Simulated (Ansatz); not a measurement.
## Single-point calculation, with input and output: Lu

The run: single-point calculation of Lu (R-3m, 3 atoms in the cell). Method and program: DFT, PBE, PAW with Ansatz's default frozen-core files, scalar-relativistic, spin-polarised (Ansatz 0.2.0).

The structure derives from a Materials Project entry. It belongs to a series of runs on one base structure; here: collinear moments without spin-orbit coupling, PAW files. Figures and captions count atoms from 1; the log counts them from 0 in places.

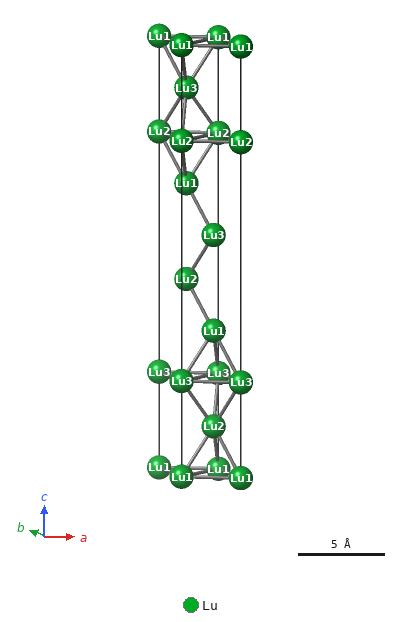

*The structure (ball-and-stick view of the cell 3 times as large as that of the calculation, set on its symmetry axes, seen slightly off an axis; atoms are numbered from 1 in the order of the input). An atom can appear more than once, as a periodic image.*

Input:
```yaml
crystal:
  lattice:
    - [1.7407333994, 1.0050128967, 8.4851473122]
    - [-1.7407333994, 1.0050128967, 8.4851473122]
    - [0.0, -2.0100257934, 8.4851473122]
  atoms:
    - { symbol: Lu, position: [0.0, 0.0, 0.0], spin: 1.0 }
    - { symbol: Lu, position: [0.77830861, 0.77830861, 0.77830861], spin: 1.0 }
    - { symbol: Lu, position: [0.22169139, 0.22169139, 0.22169139], spin: 1.0 }
magnetization:
  spin_polarized: true
kpoints:
  mp_grid: { grid: [9, 9, 9] }
scf:
  occupations: { method: fermi_dirac, width: 0.05 }
  lower_state_search: "off"
hamiltonian:
  xc: pbe
  pseudopotentials: { kind: paw }
output:
  forces: true
  stress: true
  eigenvalues: true
```

Command:
```bash
ansatz run input.yaml --threads 2 --pin off --max-ram 6144MiB --backend cpu --events-out ev --progress --plain --runs-dir out
```

What the program printed:
```
basis.fft_grid_basis auto: the FFT boxes are laid along the combinations [[1, 0, -1], [0, 1, -1], [0, 0, 1]] of the cell's own vectors, 3.481, 3.481 and 8.720 Å long. The dense box has 24×24×60 points. Along the cell's own vectors, as sized, it would have 60×60×60, 6.25 times as many. Of the 12 symmetry operations that the crystal satisfies within crystal.symmetry.tolerance (time reversal apart; of a slab, those that keep its plane) the dense box along the cell's own vectors carries 12, and the one as laid loses 8 of those. basis.fft_grid_basis: typed keeps the cell's own vectors: state it where this run's energies or levels are differenced outside the engine with another run's, or held beside a run that keeps those vectors.
Engine: ansatz 0.2.0, aarch64-unknown-linux-gnu
Pseudopotentials: kind: paw
Pseudopotential: Lu, paw, valence charge 25, recommended cutoff 420 eV (normal), Lu.paw.azcp
Functional definition: PBE
  parameter kappa = 0.804
  parameter beta = 0.06672455060314922
  exchange = pbe_x(kappa = kappa, mu = beta*pi^2/3)
  correlation = pbe_c(beta = beta)
Crystal: 3 atoms, lattice volume = 89.067 Å³
Basis set: ecut = 420 eV, 1733 PW (Γ), FFT grids on a1−a3, a2−a3, a3, exchange–correlation on 48×48×120 points (8 copies of the dense FFT grid, shifted against one another)
Bands: 47, of which v1, the nominal top of the filled ones, is band 38 counted from 1 (37 counted from 0)
Symmetry: 12 space group operations
Space group: R-3m (ITA 166), of the structure as read, at distance tolerance 4.5e-5 Å
Magnetic group: BNS 166.97 (UNI 1327), of the structure as read, at distance tolerance 4.5e-5 Å
k-points: 85 of 729
Non-local potential: Lu, projectors of the file, l = 0: 3, l = 1: 2, l = 2: 2, l = 3: 3
PAW form: soft (Blöchl's): semilocal exchange-correlation on the pseudo side does not see the compensation charge
PAW one-centre angular grid: Lu, 590 points (default); XC on 64 Gauss nodes
Initial density: superposition of atomic densities (chi_scale 0.1, normalization cell)
Starting moments: Σ|m| = 3 μB on 3 of 3 sites
Initial wavefunctions: pseudopotential atomic-orbital guess
Functional: x = pbe(κ = 0.804, μ = 0.2195149727645171), c = pbe(β = 0.06672455060314922)
iter 1 solved again at ethr=6.45e-4 eV; its pass at ethr=3.10e-3 eV (dr2=4.84e-1 eV) is discarded
SCF iter   1: F=—  HF=-44197.013208 eV  |F-HF|=—  |Δ(HF+E_count)|=         —  Δρ=6.95e-2 (↑6.95e-2 ↓5.86e-2)  dr2=4.86e-1  dr2_m=3.31e0  M=0.486 μB ∫|m|=0.486 μB  β_m=0.30  ethr=6.45e-4  ⟨swp⟩=2.1  Hψ=46454  notcnv=0
preconditioner: auto → Kerker (q_TF=auto, 2.651 Å⁻¹)  [metal: Δε(μ)=0.008 eV  Ē_g=12.393 eV  σ=0.050 eV  W_gap=0.04  n_scr=30 (ndim 8)  ℏωp=32.7 eV  f_vac=0.000  D(μ)=5.02/eV (n_scr^D=44)]
spin=Collinear: Kerker preconditioning applied to the charge; magnetization (m = ρ↑ − ρ↓) channel mixes plain (no charge-response kernel on spin).
SCF iter   2: F=—  HF=-44197.133781 eV  |F-HF|=—  |Δ(HF+E_count)|=   1.21e-1  Δρ=4.89e-2 (↑4.89e-2 ↓4.23e-2)  dr2=2.87e-1  dr2_m=1.67e0  M=0.440 μB ∫|m|=0.440 μB  β_m=0.30  ethr=6.45e-4  ⟨swp⟩=2.9  Hψ=11729  notcnv=0
SCF iter   3: F=—  HF=-44197.158550 eV  |F-HF|=—  |Δ(HF+E_count)|=   2.48e-2  Δρ=3.26e-2 (↑3.14e-2 ↓3.26e-2)  dr2=2.88e-2  dr2_m=8.33e-1  M=0.399 μB ∫|m|=0.399 μB  β_m=0.30  ethr=3.83e-4  ⟨swp⟩=3.9  Hψ=17363  notcnv=0  defer=318
SCF iter   4: F=—  HF=-44197.202691 eV  |F-HF|=—  |Δ(HF+E_count)|=   4.41e-2  Δρ=2.36e-2 (↑2.19e-2 ↓2.36e-2)  dr2=8.91e-3  dr2_m=4.21e-1  M=0.362 μB ∫|m|=0.362 μB  β_m=0.30  ethr=3.84e-5  ⟨swp⟩=2.1  Hψ=14376  notcnv=0  defer=318
SCF iter   5: F=—  HF=-44197.226189 eV  |F-HF|=—  |Δ(HF+E_count)|=   2.35e-2  Δρ=1.71e-2 (↑1.50e-2 ↓1.71e-2)  dr2=3.07e-3  dr2_m=2.11e-1  M=0.331 μB ∫|m|=0.331 μB  β_m=0.30  ethr=1.19e-5  ⟨swp⟩=2.3  Hψ=14271  notcnv=0  defer=319
SCF iter   6: F=—  HF=-44197.236993 eV  |F-HF|=—  |Δ(HF+E_count)|=   1.08e-2  Δρ=1.24e-2 (↑1.04e-2 ↓1.24e-2)  dr2=2.71e-3  dr2_m=1.06e-1  M=0.308 μB ∫|m|=0.308 μB  β_m=0.30  ethr=4.10e-6  ⟨swp⟩=1.7  Hψ=9811  notcnv=0  defer=307
SCF iter   7: F=—  HF=-44197.241974 eV  |F-HF|=—  |Δ(HF+E_count)|=   4.98e-3  Δρ=8.74e-3 (↑7.49e-3 ↓8.74e-3)  dr2=1.13e-3  dr2_m=5.37e-2  M=0.289 μB ∫|m|=0.289 μB  β_m=0.30  ethr=3.61e-6  ⟨swp⟩=1.7  Hψ=10760  notcnv=0  defer=307
Mixer restart at iter 7: flushing history
spin-set hold released at iteration 7 (site moments contracting): the magnetisation degrees of freedom join the quasi-Newton model from the next iteration; the mixer history was flushed
SCF iter   8: F=—  HF=-44197.244736 eV  |F-HF|=—  |Δ(HF+E_count)|=   2.76e-3  Δρ=6.21e-3 (↑5.29e-3 ↓6.21e-3)  dr2=6.35e-4  dr2_m=2.70e-2  M=0.273 μB ∫|m|=0.273 μB  β_m=0.65  ethr=1.51e-6  ⟨swp⟩=1.6  Hψ=11131  notcnv=0  defer=307
SCF iter   9: F=—  HF=-44197.247994 eV  |F-HF|=—  |Δ(HF+E_count)|=   3.26e-3  Δρ=3.06e-4 (↑3.06e-4 ↓2.87e-4)  dr2=1.94e-4  dr2_m=4.07e-5  M=0.212 μB ∫|m|=0.212 μB  β_m=0.50  ethr=8.46e-7  ⟨swp⟩=2.1  Hψ=14293  notcnv=0  defer=307
SCF iter  10: F=—  HF=-44197.247880 eV  |F-HF|=—  |Δ(HF+E_count)|=   1.15e-4  Δρ=2.18e-4 (↑2.18e-4 ↓2.11e-4)  dr2=1.13e-5  dr2_m=3.54e-5  M=0.207 μB ∫|m|=0.207 μB  β_m=0.65  ethr=2.59e-7  ⟨swp⟩=3.3  Hψ=19778  notcnv=0  defer=307
SCF iter  11: F=—  HF=-44197.248003 eV  |F-HF|=—  |Δ(HF+E_count)|=   1.23e-4  Δρ=1.78e-4 (↑1.78e-4 ↓1.72e-4)  dr2=7.65e-6  dr2_m=2.40e-5  M=0.191 μB ∫|m|=0.191 μB  β_m=0.82  ethr=1.50e-8  ⟨swp⟩=3.0  Hψ=16844  notcnv=0  defer=307
SCF iter  12: F=—  HF=-44197.248190 eV  |F-HF|=—  |Δ(HF+E_count)|=   1.87e-4  Δρ=1.24e-4 (↑1.24e-4 ↓1.21e-4)  dr2=5.09e-6  dr2_m=1.20e-5  M=0.158 μB ∫|m|=0.159 μB  β_m=0.88  ethr=1.02e-8  ⟨swp⟩=3.2  Hψ=18282  notcnv=0  defer=307
SCF iter  13: F=—  HF=-44197.248294 eV  |F-HF|=—  |Δ(HF+E_count)|=   1.04e-4  Δρ=1.03e-4 (↑9.93e-5 ↓1.03e-4)  dr2=5.45e-6  dr2_m=6.37e-6  M=0.132 μB ∫|m|=0.133 μB  β_m=0.84  ethr=6.79e-9  ⟨swp⟩=3.0  Hψ=19412  notcnv=0  defer=307
SCF iter  14: F=—  HF=-44197.248355 eV  |F-HF|=—  |Δ(HF+E_count)|=   6.03e-5  Δρ=7.32e-5 (↑6.94e-5 ↓7.32e-5)  dr2=3.97e-7  dr2_m=4.10e-6  M=0.111 μB ∫|m|=0.112 μB  β_m=0.92  ethr=6.79e-9  ⟨swp⟩=3.1  Hψ=19528  notcnv=0  defer=307
SCF iter  15: F=—  HF=-44197.248421 eV  |F-HF|=—  |Δ(HF+E_count)|=   6.63e-5  Δρ=6.00e-5 (↑5.33e-5 ↓6.00e-5)  dr2=8.18e-7  dr2_m=2.56e-6  M=0.085 μB ∫|m|=0.087 μB  β_m=0.96  ethr=5.29e-10  ⟨swp⟩=4.1  Hψ=24067  notcnv=0  defer=307
SCF iter  16: F=—  HF=-44197.248467 eV  |F-HF|=—  |Δ(HF+E_count)|=   4.57e-5  Δρ=4.54e-5 (↑4.54e-5 ↓4.34e-5)  dr2=1.35e-7  dr2_m=1.59e-6  M=0.063 μB ∫|m|=0.066 μB  β_m=0.84  ethr=5.29e-10  ⟨swp⟩=4.0  Hψ=21956  notcnv=0  defer=307
SCF iter  17: F=—  HF=-44197.248517 eV  |F-HF|=—  |Δ(HF+E_count)|=   4.99e-5  Δρ=2.44e-5 (↑2.44e-5 ↓1.94e-5)  dr2=3.13e-7  dr2_m=3.82e-7  M=0.028 μB ∫|m|=0.030 μB  β_m=0.99  ethr=1.33e-10  ⟨swp⟩=17.2  Hψ=67573  notcnv=0
SCF iter  18: F=—  HF=-44197.248529 eV  |F-HF|=—  |Δ(HF+E_count)|=   1.29e-5  Δρ=8.83e-6 (↑8.83e-6 ↓5.21e-6)  dr2=2.28e-7  dr2_m=3.12e-8  M=0.007 μB ∫|m|=0.008 μB  β_m=0.99  ethr=1.80e-10  ⟨swp⟩=4.4  Hψ=26257  notcnv=0
iter 19 did not close the SCF: its close was put off for a magnetic moment that had not settled (scf_convergence_deferred on its scf_iter line)
SCF iter  19: F=-44197.248530 eV  HF=-44197.248530 eV  |F-HF|=1.61e-8  |Δ(HF+E_count)|=   9.30e-7  Δρ=2.00e-6 (↑1.68e-6 ↓2.00e-6)  dr2=1.57e-8  dr2_m=7.36e-10  M=0.001 μB ∫|m|=0.001 μB  β_m=0.95  ethr=1.33e-10  ⟨swp⟩=8.8  Hψ=54784  notcnv=0
iter 20 did not close the SCF: its close was put off for a magnetic moment that had not settled (scf_convergence_deferred on its scf_iter line)
SCF iter  20: F=-44197.248530 eV  HF=-44197.248530 eV  |F-HF|=5.01e-9  |Δ(HF+E_count)|=   1.95e-8  Δρ=7.89e-7 (↑7.89e-7 ↓5.57e-7)  dr2=2.21e-9  dr2_m=1.42e-10  M=0.000 μB ∫|m|=0.000 μB  β_m=0.96  ethr=2.09e-11  ⟨swp⟩=3.7  Hψ=39591  notcnv=0
SCF iter  21: F=-44197.248530 eV  HF=-44197.248530 eV  |F-HF|=2.04e-10  |Δ(HF+E_count)|=  1.46e-10  Δρ=3.44e-7 (↑3.44e-7 ↓3.20e-7)  dr2=2.50e-10  dr2_m=2.80e-11  M=0.000 μB ∫|m|=0.000 μB  ethr=2.94e-12  ⟨swp⟩=2.9  Hψ=30799  notcnv=0
WARN: the starting moments were not kept: the SCF closed with an absolute magnetisation of 1.3e-4 μB, where they sum to 3 μB in size (3 sites). That is at most 0.1 of that sum. Measured as dr2_m measures the in/out step, that magnetisation stands 9.8e-10 eV from none, at or under the dr2_threshold of 1.0e-7 eV: it is no larger than a step whose dr2_m would equal this threshold. The system may hold no moment; this SCF shows only that its start led to no more than that. To try another start: raise the starting moments (crystal.atoms[].spin, magnetization.per_species, magnetization.initial_magnetization, or on a non-collinear deck that types none of these the spinor_matrix: blocks that start its atoms; where the total moment is fixed, keep their sum and leave initial_magnetization as it is; typed ones take the place of any that the run laid by itself, positive ones on a crystal's lanthanoids without a Hubbard term where scf.initial_density.shell_occupations: [] is typed) or, if the notice of its spin-set hold's release reads "site moments contracting" or "site moments show no strong build", lengthen the hold (scf.mixing.spin_hold: { on: { confirm: 4 } }; for m-r²SCAN on two components see the key's manual first). Each may lead to a state that holds a moment. A second SCF, from the converged charge density, with the starting moments and any scf.initial_density.shell_occupations laid on it anew, would have followed, and was not run: the deck does not ask for one (magnetization.retry_lost_moments is false, the default). To let it run, set magnetization.retry_lost_moments: true and run the deck again, where that key's refused combinations let it; where memory then withholds it, that run's warning says so.
SCF 1 converged in 21 iterations: F = -44197.248530 eV  dr2 = 2.50e-10
  greatest PAW one-centre occupation: 0.998 electrons in one spin orbital (limit 2), on the Lu atom at site 2 (counted from 0), in its partial waves of l = 0
```

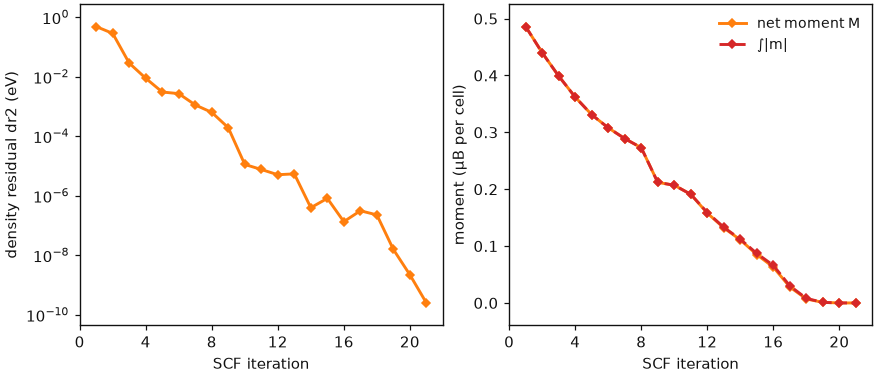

*Convergence of the self-consistent field: density residual dr2 and magnetic moment against the SCF iteration.*

The residual falls unevenly and jumps up by a factor of two or more 2 times on the way down. The net moment goes from 0.5 to 0.0 μB per cell, and ∫|m| falls to zero.

```
SCF converged after 21 iterations
Magnetization: 0.0001 μB (37.5000 up, 37.5000 down)
Absolute magnetization: 0.0001 μB (∫|ρ↑−ρ↓|, with the PAW one-centre terms)
Spin contamination: 0.0000 ħ² per cell (⟨S²⟩ above its minimum at these occupations)
Per-site moments (μB) at R_I (Å): [(-1.14362889001593e-5, 1.43586568662427), (3.2542293112972344e-5, 1.4222463076658611), (3.254229311277371e-5, 1.4222463076658611)]
Free energy (F): -44197.248530 eV
Harris-Foulkes:  -44197.248530 eV  (|F-HF|=2.04e-10)
Internal energy: -44197.207937 eV  (E = F + TS)
E sigma→0 (E₀):  -44197.228233 eV
Entropy (-TS):   -0.040594 eV (-13.531 meV/atom)
Fermi energy:    13.453544 eV
--- Per-component energies (eV) ---
  E_band       = -35.781790
  E_kinetic    = 1251.993672
  E_local      = -20322.766853  (includes V_loc(G=0)·N_el)
  E_nonlocal   = 1729.938044
  E_hartree    = 8510.064275
  E_xc         = -652.572500
  E_vxc        = -772.192001  (∫ρ·V_xc dr)
  E_paw        = -22122.813347  (= ΣΔE_a)
  E_vpaw       = 1057.115652  (= ΣTr[D̂ρ^β])
  E_aug_tail   = 0.000107  (compensation charges beyond the density's cutoff)
  E_ewald      = -12591.051335
  E_smearing   = -0.040594  (= −TS)
  E_closure    = 0.000000  (closes the sum)
  Σ components = -44197.248530   (vs F -44197.248530, Δ=0.00e0)
--- Forces (eV/Å), atoms counted from 1 ---
  atom   1  Lu    -0.00000000     0.00000000     0.00000000
  atom   2  Lu     0.00000000     0.00000000    -0.00019515
  atom   3  Lu     0.00000000    -0.00000000     0.00019515
  max |Σ_I F_I| component: 1.41e-30 eV/Å
--- Stress (GPa, compression-positive) ---
       -0.567734       0.000000      -0.000000
        0.000000      -0.567734       0.000000
        0.000000       0.000000      -2.005417
  P = ⅓ Tr σ = -1.0470 GPa (-10.470 kbar)
--- Band table (eV; the first three rows and the last of 170) ---
  k-point 0 ↑: bands = ["-42.7895", "-42.7397", "-42.7265", "-13.5829", "-13.5653", "-13.3015", "-13.3015", "-13.2559", "-13.2559", "-13.2167", "-13.2149", "-13.2149", "7.4446", "8.3932", "8.4215", "8.4403", "8.4403", "8.4513", "8.4523", "8.4553", "8.4553", "8.4865", "8.4911", "8.4911", "8.4980", "8.4981", "8.5053", "8.5053", "8.5223", "8.5223", "8.5424", "8.5424", "8.5565", "8.5581", "9.8845", "9.9192", "13.9430", "14.0444", "15.5275", "15.5275", "15.7176", "15.7491", "15.7491", "16.1045", "16.1045", "17.3620", "17.3620"]
  k-point 1 ↑: bands = ["-42.7872", "-42.7375", "-42.7249", "-13.5835", "-13.5520", "-13.3380", "-13.3123", "-13.2903", "-13.2673", "-13.2577", "-13.2234", "-13.2219", "7.7426", "8.3999", "8.4246", "8.4389", "8.4433", "8.4499", "8.4561", "8.4580", "8.4587", "8.4870", "8.4887", "8.4898", "8.4954", "8.4992", "8.5035", "8.5067", "8.5190", "8.5219", "8.5363", "8.5403", "8.5485", "8.5505", "10.0371", "10.3069", "13.7947", "13.9400", "15.1465", "15.2271", "15.7597", "15.8783", "16.0120", "16.0678", "16.3120", "16.9830", "17.1156"]
  k-point 2 ↑: bands = ["-42.7816", "-42.7317", "-42.7208", "-13.5775", "-13.5490", "-13.4269", "-13.3603", "-13.3556", "-13.3394", "-13.2956", "-13.2433", "-13.2404", "8.4170", "8.4280", "8.4394", "8.4430", "8.4496", "8.4569", "8.4688", "8.4699", "8.4721", "8.4839", "8.4920", "8.4982", "8.4994", "8.5086", "8.5099", "8.5154", "8.5192", "8.5209", "8.5267", "8.5301", "8.5456", "8.5861", "10.5733", "11.1298", "13.5126", "13.6666", "14.3308", "14.6741", "15.4160", "15.8987", "16.1139", "16.5789", "16.7337", "16.9642", "17.3469"]
  k-point 84 ↓: bands = ["-42.7869", "-42.7390", "-42.7236", "-13.6687", "-13.3755", "-13.3620", "-13.3271", "-13.3167", "-13.2637", "-13.2566", "-13.2480", "-13.2282", "8.3897", "8.4006", "8.4227", "8.4358", "8.4422", "8.4545", "8.4572", "8.4590", "8.4685", "8.4764", "8.4859", "8.4889", "8.4928", "8.4934", "8.4994", "8.5091", "8.5104", "8.5308", "8.5328", "8.5358", "8.5436", "8.5485", "8.5499", "11.2400", "13.5948", "14.7824", "14.9638", "15.1517", "15.6268", "15.7449", "15.7770", "16.0132", "16.2179", "17.4130", "17.5237"]
```

Key numbers:

- outcome: converged
- space group (tolerance 0.01 Å): R-3m (166)
- electrons treated: 75
- free energy: −44197.2485 eV
- Fermi energy: 13.454 eV
- net moment of the cell: 0.00 μB
- integrated absolute moment: 0.00 μB
- pressure: −1.05 GPa
- largest force (length of the vector): under 0.001 eV/Å
- hardware: 2 threads of Arm Neoverse V1, 24 GiB of memory available, shared host
- wall time: 56 s (CPU time 1.8 min)
- peak memory: 0.68 GiB

Notes:

Warnings of the run: some starting moments were not kept.
